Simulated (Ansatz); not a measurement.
AgBr and related structures: several calculations on one system

**1. Relaxation**

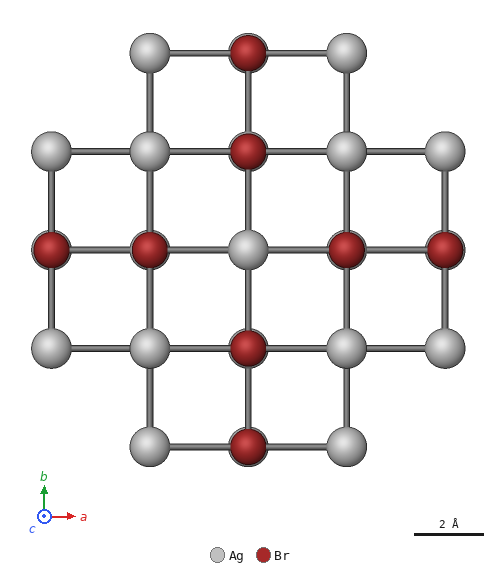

This is the input geometry for a relaxation of solid AgBr (set up in Fm-3m). A ball-and-stick model of the conventional cell (4 times the calculation's cell), seen along the c axis. Lengths and directions refer to the drawn axes.

All numbers below come from DFT PBE, scalar-relativistic, plane waves, PAW in Ansatz.

Input file:
```yaml
crystal:
  lattice:
    - [0.0, 2.88605, 2.88605]
    - [2.88605, 0.0, 2.88605]
    - [2.88605, 2.88605, 0.0]
  atoms:
    - { symbol: Ag, position: [0.5, 0.5, 0.5] }
    - { symbol: Br, position: [0.0, 0.0, 0.0] }
basis:
  ecutwfc: 420
kpoints:
  mp_grid: { grid: [8, 8, 8] }
hamiltonian:
  xc: pbe
scf:
  occupations: { method: gaussian, width: 0.02 }
output:
  forces: true
  stress: true
  eigenvalues: true
relax:
  adjacent_minimum: "off"
  f_tol: 0.005
  max_steps: 80
  cell: { stress_tol: 0.05 }
```

Command:
```bash
ansatz run input.yaml --threads 4 --pin off --max-ram 9216MiB --backend cpu --events-out ev --progress --plain --runs-dir out
```

Question: Where does the relaxation end?

Answer: Over 2 accepted moves (3 points after the start) the energy falls by 4.0 meV per atom. All forces vanish by symmetry, so only the cell relaxes. The pressure goes from 1.52 to −0.02 GPa. At 1 point the geometry stayed and the basis and grid were re-selected for the new cell (energy shift of 0.2 meV per atom at most each time). The atoms keep their places relative to the cell (all moves are under 0.005 Å). Cell: a = b = c 5.772 → 5.842 Å (+1.2 %). Volume +3.7 %. Near-neighbour distances that change, for instance: Ag1–Br2 2.886 → 2.921 Å. The space group stays Fm-3m (No. 225). The run took 2 s on 4 threads of Arm Neoverse V1 (shared host), peak memory 0.34 GiB.

History of the run:

```csv
step,"E − E(0), meV/atom","pressure, GPa","volume, Å³/atom",note
0,0.00,1.52,24.039,
1,-3.70,-0.17,25.025,
2,-3.78,-0.01,24.922,
3,-3.97,-0.02,24.922,"same geometry, new basis"
```

The end point in the same view:

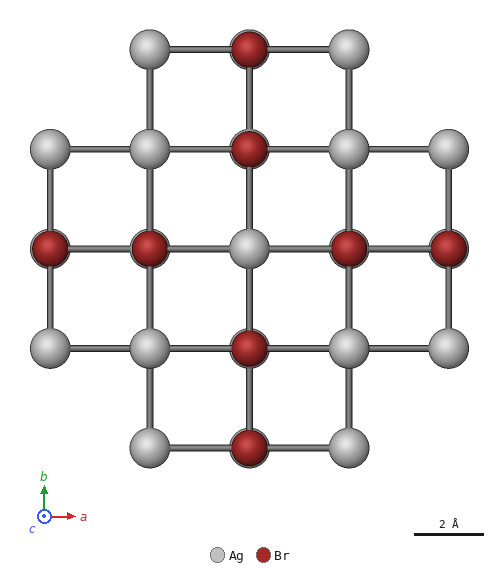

**2. Relaxation**

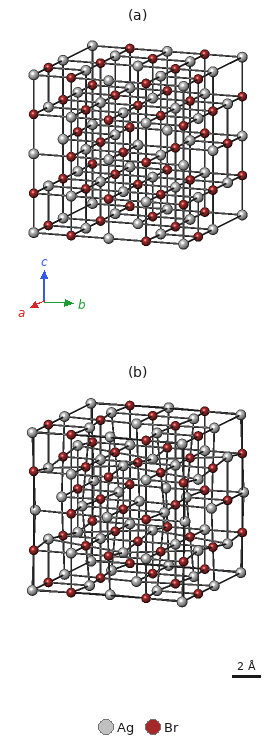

The structure of a defect cell of composition Ag8Br7 before (top) and after (bottom) a relaxation, at one scale.

Style: ball-and-stick. Shown: the conventional cell (4 times the calculation's cell) (origin shifted), slightly off an axis. Lengths and directions refer to the drawn axes.

Case: Br vacancy, atoms relaxed.

All numbers below come from DFT PBE, scalar-relativistic, plane waves, PAW in Ansatz 0.2.0. Set-up: plane-wave cutoff 420 eV; k-point mesh 4 × 4 × 4; occupations gaussian; smearing width 0.05 eV; no spin polarisation; atoms relaxed in a fixed cell; force threshold 0.02 eV/Å; at most 50 steps.

> Summarise the run.

The largest moves, 0.29 Å, are those of Ag atoms. Br stays in place. The lattice vectors keep their values. Near-neighbour distances that change, for instance: Ag–Br 2.921 → 3.210 Å, Ag–Br 2.921 → 2.935 Å. Among the angles between lasting bonds that change: Br–Ag–Br 180.0° → 168.7°, Ag–Br–Ag 90.0° → 78.7°, Ag–Br–Ag 90.0° → 101.3°. The energy falls by 55.8 meV per cell of the calculation in 5 geometry steps. The largest force component goes from 0.11 to 0.0034 eV/Å. The run took 47 s on 4 threads of Arm Neoverse V1, with other jobs on the host, peak memory 1.3 GiB.

Limits of the set-up: the cell has an odd number of electrons but was run without spin polarisation; the periodic images lie only 8.3 Å apart, so the values are limited by the cell's size.

**3. Vacancy jump**

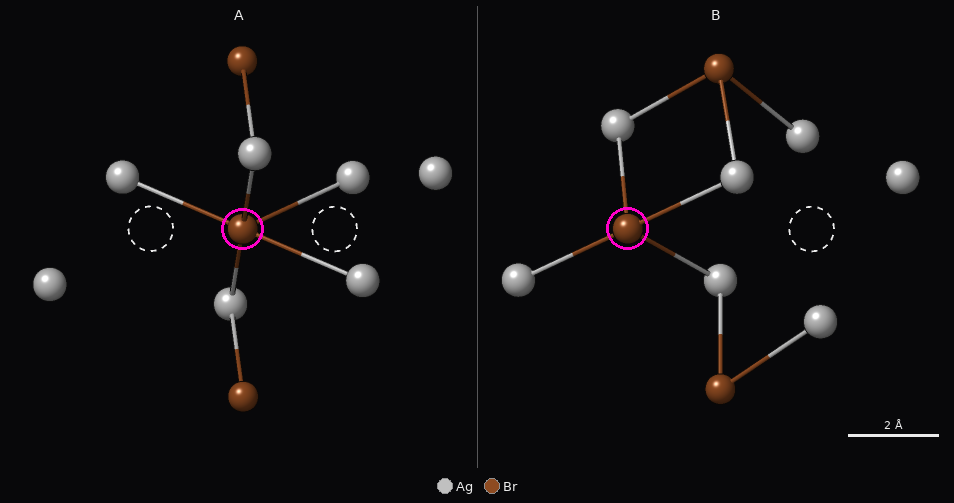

A vacancy jump of bromine in AgBr (Fm-3m phase), in a neutral cell with 15 atoms, whose images lie 8.3 Å apart. One frame is the relaxed vacancy; in the other the neighbouring Br atom (ringed) was set half-way along its jump of 4.13 Å and all atoms were relaxed in the symmetry of that start. Dashed circles mark empty sites. A ball-and-stick model of the slice 3.8 Å thick through the jump, out to 4.9 Å from its middle, seen across the jump.

Computed with Ansatz, DFT PBE, scalar-relativistic, plane waves, PAW. Settings: plane-wave cutoff 420 eV; k-point mesh 4 × 4 × 4; occupations gaussian; smearing width 0.05 eV; no spin polarisation; atoms relaxed in a fixed cell; force threshold 0.02 eV/Å.

**Which frame is the half-way one, and how far apart are the two in energy?**

Frame A is the half-way start after relaxation. It lies 0.30 eV below the relaxed vacancy. The atom stays half-way, on the straight line, and this state lies lower. The vacancy kept the symmetry of its start, so it may not be in its lowest state. There it has 6 Ag as nearest neighbours, the closest at 2.71 Å. Both cells are metallic on the mesh.

Limits of the set-up: the cell has an odd number of electrons but was run without spin polarisation; the periodic images lie only 8.3 Å apart, so the values are limited by the cell's size.
